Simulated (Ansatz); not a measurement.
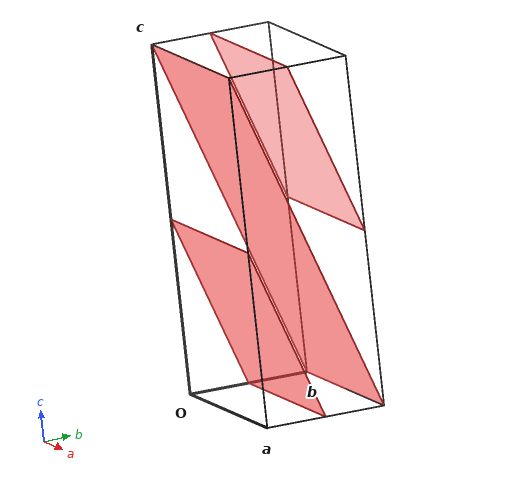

Every member of one family of equally spaced planes, hx + ky + lz = a whole number, that cuts the unit cell is shaded (one member passes through the origin O, touching the cell only at an edge or corner). Crystal: Si2Ge, the end point of a relaxation with DFT PBEsol, scalar-relativistic, plane waves, PAW in Ansatz 0.2.0. Geometry calculated from the standardised cell; symmetry tolerance 0.002 Å.

a = 3.431 Å, b = 3.445 Å, c = 8.724 Å, α = 90.00°, β = 101.31°, γ = 90.00°.

What are the Miller indices?

Answer. (0 2 2); the opposite sign names the same planes. The member next to the origin meets the axes a never, b at 1/2, c at 1/2.

What is the spacing?

Answer. d = 1.598 Å.
